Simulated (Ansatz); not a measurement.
**Single-point calculation, with input and output: Ti36O72 (part 2 of 2)**

Continued. System: Ti36O72 (I4₁/amd, 108 atoms in the cell). Method: DFT, HSE06, PAW, plane waves (Ansatz 0.2.0); cutoff 420 eV, 1×1×1 k-mesh, Fermi–Dirac smearing of 0.01 eV. The structure was built on a prototype by a generator.

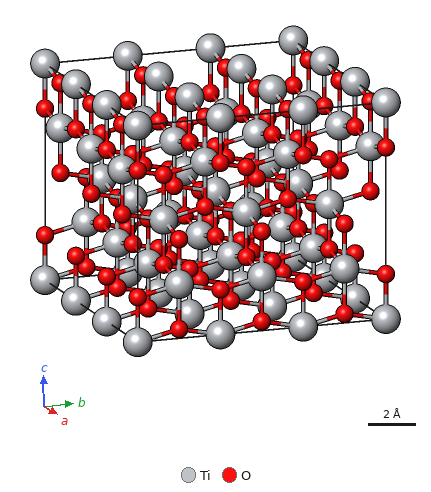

Figure 1. The structure (ball-and-stick view of the cell of the calculation, seen slightly off an axis).

```
hybrid outer 2: dexx = +9.141e-5 eV, tail = 3.83e-7 eV, Δε = 3.70e-3 eV (about 6.29e-5 eV left of the loop's levels), ΔF = 3.87e-3 eV/Å (tail 4.75e-4)
NSCF: frozen V_eff on 1 k-points
hybrid SCF converged: 2 outer / 15 inner (+5 warm-up), last move |dexx| = 9.14e-5 eV, tail = 3.83e-7 eV
Stability not checked: this state was not tested for a lower state beside it, because the functional holds exact exchange (a hybrid, or Hartree-Fock), whose exchange loop this test does not read (fock_operator; see scf.lower_state_search)
Free energy (F): -130968.494585 eV
Harris-Foulkes:  -130968.494585 eV  (|F-HF|=6.69e-10)
Internal energy: -130968.494585 eV  (E = F + TS)
E sigma→0 (E₀):  -130968.494585 eV
Fermi energy:    8.163390 eV
--- Per-component energies (eV) ---
  E_band       = -10225.068711
  E_kinetic    = 22527.729766
  E_local      = -63776.436352  (includes V_loc(G=0)·N_el)
  E_nonlocal   = 3340.359998
  E_hartree    = 24646.321781
  E_xc         = -7143.062734
  E_vxc        = -8967.302267  (∫ρ·V_xc dr)
  E_exx        = -2829.508029  (= α·E_x^exact, valence–valence)
  E_paw        = -47856.448474  (= ΣΔE_a)
  E_vpaw       = -6983.220961  (= ΣTr[D̂ρ^β])
  E_aug_tail   = 0.178610  (compensation charges beyond the density's cutoff)
  E_ewald      = -59869.519774
  E_core_change = -8.109280  (= ΣΔE_core)
  E_smearing   = -0.000000  (= −TS)
  E_closure    = -0.000097  (closes the sum)
  Σ components = -130968.494585   (vs F -130968.494585, Δ=1.46e-11)
--- Forces (eV/Å), atoms counted from 1 ---
  atom   1  Ti     0.00000936    -0.00000936     0.00000000
  atom   2  Ti     0.00000936    -0.00000936     0.00000000
  atom   3  Ti     0.00000936    -0.00000936     0.00000000
  atom   4  Ti     0.00000936    -0.00000936     0.00000000
  atom   5  Ti     0.00000936    -0.00000936     0.00000000
  atom   6  Ti     0.00000936    -0.00000936     0.00000000
  atom   7  Ti     0.00000936    -0.00000936     0.00000000
  atom   8  Ti     0.00000936    -0.00000936     0.00000000
  atom   9  Ti     0.00000936    -0.00000936     0.00000000
  atom  10  Ti    -0.00000936     0.00000936    -0.00000000
  atom  11  Ti    -0.00000936     0.00000936    -0.00000000
  atom  12  Ti    -0.00000936     0.00000936    -0.00000000
  atom  13  Ti    -0.00000936     0.00000936    -0.00000000
  atom  14  Ti    -0.00000936     0.00000936    -0.00000000
  atom  15  Ti    -0.00000936     0.00000936    -0.00000000
  atom  16  Ti    -0.00000936     0.00000936    -0.00000000
  atom  17  Ti    -0.00000936     0.00000936    -0.00000000
  atom  18  Ti    -0.00000936     0.00000936    -0.00000000
  atom  19  Ti    -0.00000936     0.00000936    -0.00000000
  atom  20  Ti    -0.00000936     0.00000936    -0.00000000
  atom  21  Ti    -0.00000936     0.00000936    -0.00000000
  atom  22  Ti    -0.00000936     0.00000936    -0.00000000
  atom  23  Ti    -0.00000936     0.00000936    -0.00000000
  atom  24  Ti    -0.00000936     0.00000936    -0.00000000
  atom  25  Ti    -0.00000936     0.00000936    -0.00000000
  atom  26  Ti    -0.00000936     0.00000936    -0.00000000
  atom  27  Ti    -0.00000936     0.00000936    -0.00000000
  atom  28  Ti     0.00000936    -0.00000936     0.00000000
  atom  29  Ti     0.00000936    -0.00000936     0.00000000
  atom  30  Ti     0.00000936    -0.00000936     0.00000000
  atom  31  Ti     0.00000936    -0.00000936     0.00000000
  atom  32  Ti     0.00000936    -0.00000936     0.00000000
  atom  33  Ti     0.00000936    -0.00000936     0.00000000
  atom  34  Ti     0.00000936    -0.00000936     0.00000000
  atom  35  Ti     0.00000936    -0.00000936     0.00000000
  atom  36  Ti     0.00000936    -0.00000936     0.00000000
  atom  37  O     -0.00000363     0.00001664    -0.06179396
  atom  38  O     -0.00000363     0.00001664    -0.06179396
  atom  39  O     -0.00000363     0.00001664    -0.06179396
  atom  40  O     -0.00000363     0.00001664    -0.06179396
  atom  41  O     -0.00000363     0.00001664    -0.06179396
  atom  42  O     -0.00000363     0.00001664    -0.06179396
  atom  43  O     -0.00000363     0.00001664    -0.06179396
  atom  44  O     -0.00000363     0.00001664    -0.06179396
  atom  45  O     -0.00000363     0.00001664    -0.06179396
  atom  46  O      0.00001664    -0.00000363    -0.06179396
  atom  47  O      0.00001664    -0.00000363    -0.06179396
  atom  48  O      0.00001664    -0.00000363    -0.06179396
  atom  49  O      0.00001664    -0.00000363    -0.06179396
  atom  50  O      0.00001664    -0.00000363    -0.06179396
  atom  51  O      0.00001664    -0.00000363    -0.06179396
  atom  52  O      0.00001664    -0.00000363    -0.06179396
  atom  53  O      0.00001664    -0.00000363    -0.06179396
  atom  54  O      0.00001664    -0.00000363    -0.06179396
  atom  55  O      0.00000363    -0.00001664     0.06179396
  atom  56  O      0.00000363    -0.00001664     0.06179396
  atom  57  O      0.00000363    -0.00001664     0.06179396
  atom  58  O      0.00000363    -0.00001664     0.06179396
  atom  59  O      0.00000363    -0.00001664     0.06179396
  atom  60  O      0.00000363    -0.00001664     0.06179396
  atom  61  O      0.00000363    -0.00001664     0.06179396
  atom  62  O      0.00000363    -0.00001664     0.06179396
  atom  63  O      0.00000363    -0.00001664     0.06179396
  atom  64  O     -0.00001664     0.00000363     0.06179396
  atom  65  O     -0.00001664     0.00000363     0.06179396
  atom  66  O     -0.00001664     0.00000363     0.06179396
  atom  67  O     -0.00001664     0.00000363     0.06179396
  atom  68  O     -0.00001664     0.00000363     0.06179396
  atom  69  O     -0.00001664     0.00000363     0.06179396
  atom  70  O     -0.00001664     0.00000363     0.06179396
  atom  71  O     -0.00001664     0.00000363     0.06179396
  atom  72  O     -0.00001664     0.00000363     0.06179396
  atom  73  O     -0.00001664     0.00000363     0.06179396
  atom  74  O     -0.00001664     0.00000363     0.06179396
  atom  75  O     -0.00001664     0.00000363     0.06179396
  atom  76  O     -0.00001664     0.00000363     0.06179396
  atom  77  O     -0.00001664     0.00000363     0.06179396
  atom  78  O     -0.00001664     0.00000363     0.06179396
  atom  79  O     -0.00001664     0.00000363     0.06179396
  atom  80  O     -0.00001664     0.00000363     0.06179396
  atom  81  O     -0.00001664     0.00000363     0.06179396
  atom  82  O      0.00001664    -0.00000363    -0.06179396
  atom  83  O      0.00001664    -0.00000363    -0.06179396
  atom  84  O      0.00001664    -0.00000363    -0.06179396
  atom  85  O      0.00001664    -0.00000363    -0.06179396
  atom  86  O      0.00001664    -0.00000363    -0.06179396
  atom  87  O      0.00001664    -0.00000363    -0.06179396
  atom  88  O      0.00001664    -0.00000363    -0.06179396
  atom  89  O      0.00001664    -0.00000363    -0.06179396
  atom  90  O      0.00001664    -0.00000363    -0.06179396
  atom  91  O      0.00000363    -0.00001664     0.06179396
  atom  92  O      0.00000363    -0.00001664     0.06179396
  atom  93  O      0.00000363    -0.00001664     0.06179396
  atom  94  O      0.00000363    -0.00001664     0.06179396
  atom  95  O      0.00000363    -0.00001664     0.06179396
  atom  96  O      0.00000363    -0.00001664     0.06179396
  atom  97  O      0.00000363    -0.00001664     0.06179396
  atom  98  O      0.00000363    -0.00001664     0.06179396
  atom  99  O      0.00000363    -0.00001664     0.06179396
  atom 100  O     -0.00000363     0.00001664    -0.06179396
  atom 101  O     -0.00000363     0.00001664    -0.06179396
  atom 102  O     -0.00000363     0.00001664    -0.06179396
  atom 103  O     -0.00000363     0.00001664    -0.06179396
  atom 104  O     -0.00000363     0.00001664    -0.06179396
  atom 105  O     -0.00000363     0.00001664    -0.06179396
  atom 106  O     -0.00000363     0.00001664    -0.06179396
  atom 107  O     -0.00000363     0.00001664    -0.06179396
  atom 108  O     -0.00000363     0.00001664    -0.06179396
  max |Σ_I F_I| component: 2.64e-16 eV/Å
--- Band table (eV) ---
  k-point 0: bands = ["-54.2029", "-54.1933", "-54.1933", "-54.1933", "-54.1933", "-54.1836", "-54.1836", "-54.1836", "-54.1836", "-54.1773", ... 330 levels left out ..., "4.0655", "4.0655", "4.0655", "4.0655", "4.1064", "4.1064", "4.1162", "4.1206", "4.1206", "4.1206", "4.1206", "4.1643", "4.1643", "4.5961", "4.5961", "4.5961", "4.5961", "4.6408", "4.6408", "4.6408", "4.6408", "4.7053", "4.7053", "4.7054", "4.7054", "4.7054", "4.7054", "4.7054", "4.7054",
      "4.7115", "4.7115", "4.7115", "4.7115", "4.8815", "4.8815", "4.9755", "4.9755", "4.9911", "4.9911", "4.9911", "4.9911", "5.3154", "5.3154", "5.3154", "5.3154", "5.3685", "5.3685", "5.3685", "5.3685", "5.4574", "5.4574", "5.4574", "5.4574", "5.4910", "5.4910", "5.4910", "5.4910", "5.5278", "5.5424", "5.5424", "5.5424", "5.5424", "5.5579", "5.5579", "5.6043", "5.6043", "5.6043", "5.6043", "5.6787",
      "5.6787", "5.6787", "5.6787", "5.7226", "5.7226", "5.7226", "5.7226", "5.8790", "5.8790", "6.1434", "6.1434", "6.1434", "6.1434", "6.1434", "6.1434", "6.1434", "6.1434", "6.2596", "6.2596", "6.2658", "6.2658", "6.2658", "6.2658", "10.0448", "10.4539", "10.4539", "10.8942", "11.0344", "11.0344", "11.0344", "11.0344", "11.0937", "11.0937", "11.0937", "11.0937", "11.2576", "11.2576", "11.2576", "11.2576", "11.2576",
      "11.2576", "11.2576", "11.2576", "11.2728", "11.2728", "11.2728", "11.2728", "11.3316", "11.3316", "11.3316", "11.3316", "11.4426", "11.4426", "11.4426", "11.4426", "11.4429", "11.4429", "11.4429", "11.4429", "11.4994", "11.4994", "11.4994", "11.4994", "11.5969", "11.5969", "11.5969", "11.5969", "11.6784", "11.6784", "11.6784", "11.6784", "11.6810", "11.6810", "11.6810", "11.6810", "11.7033", "11.7033", "11.7033", "11.7033", "11.7033",
      "11.7033", "11.7033", "11.7033", "11.7338", "11.7338", "11.7338", "11.7338", "11.9245", "11.9245", "11.9245", "11.9245", "11.9676", "11.9676", "12.0831", "12.0831", "12.0831", "12.0831", "12.0845", "12.0845", "12.0845", "12.0845", "12.1496", "12.1496", "12.1958", "12.1958", "12.3996", "12.3996", "12.4965", "12.4965", "12.4965", "12.4965", "12.6205", "12.6205", "12.6205", "12.6205", "12.6398", "12.6398", "12.6398", "12.6398", "12.6398",
      "12.6398", "12.6398", "12.6398", "12.6483", "12.6483", "12.6483", "12.6483", "12.8722", "12.8722", "12.8722", "12.8722"]
--- Löwdin populations: 108 sites ---
  site symbol       q [e]
     0     Ti     10.4588
     1     Ti     10.4588
     2     Ti     10.4588
     3     Ti     10.4588
     4     Ti     10.4588
     5     Ti     10.4588
     6     Ti     10.4588
     7     Ti     10.4588
     8     Ti     10.4588
     9     Ti     10.4588
    10     Ti     10.4588
    11     Ti     10.4588
    12     Ti     10.4588
    13     Ti     10.4588
    14     Ti     10.4588
    15     Ti     10.4588
    16     Ti     10.4588
    17     Ti     10.4588
    18     Ti     10.4588
    19     Ti     10.4588
    20     Ti     10.4588
    21     Ti     10.4588
    22     Ti     10.4588
    23     Ti     10.4588
    24     Ti     10.4588
    25     Ti     10.4588
    26     Ti     10.4588
    27     Ti     10.4588
    28     Ti     10.4588
    29     Ti     10.4588
    30     Ti     10.4588
    31     Ti     10.4588
    32     Ti     10.4588
    33     Ti     10.4588
    34     Ti     10.4588
    35     Ti     10.4588
    36      O      6.7219
    37      O      6.7219
    38      O      6.7219
    39      O      6.7219
    40      O      6.7219
    41      O      6.7219
    42      O      6.7219
    43      O      6.7219
    44      O      6.7219
    45      O      6.7219
    46      O      6.7219
    47      O      6.7219
    48      O      6.7219
    49      O      6.7219
    50      O      6.7219
    51      O      6.7219
    52      O      6.7219
    53      O      6.7219
    54      O      6.7219
    55      O      6.7219
    56      O      6.7219
    57      O      6.7219
    58      O      6.7219
    59      O      6.7219
    60      O      6.7219
    61      O      6.7219
    62      O      6.7219
    63      O      6.7219
    64      O      6.7219
    65      O      6.7219
    66      O      6.7219
    67      O      6.7219
    68      O      6.7219
    69      O      6.7219
    70      O      6.7219
    71      O      6.7219
    72      O      6.7219
    73      O      6.7219
    74      O      6.7219
    75      O      6.7219
    76      O      6.7219
    77      O      6.7219
    78      O      6.7219
    79      O      6.7219
    80      O      6.7219
    81      O      6.7219
    82      O      6.7219
    83      O      6.7219
    84      O      6.7219
    85      O      6.7219
    86      O      6.7219
    87      O      6.7219
    88      O      6.7219
    89      O      6.7219
    90      O      6.7219
    91      O      6.7219
    92      O      6.7219
    93      O      6.7219
    94      O      6.7219
    95      O      6.7219
    96      O      6.7219
    97      O      6.7219
    98      O      6.7219
    99      O      6.7219
   100      O      6.7219
   101      O      6.7219
   102      O      6.7219
   103      O      6.7219
   104      O      6.7219
   105      O      6.7219
   106      O      6.7219
   107      O      6.7219
  spilling = 0.004056 (of n_electrons = 864.000000)
```

### Summary

```csv
quantity,value
outcome,converged
space group (tolerance 0.01 Å),I4₁/amd (141)
electrons treated,864
free energy,−130968.4946 eV
Fermi energy,8.163 eV
largest force (length of the vector),0.062 eV/Å
wall time,24 min (CPU time 2.7 h)
peak memory,14 GiB
```

### Notes

Notes on the run: the structure was made exactly symmetric; near-symmetries of the structure were not used. The k-point mesh is coarse for a cell of this size, so the results may not be converged.
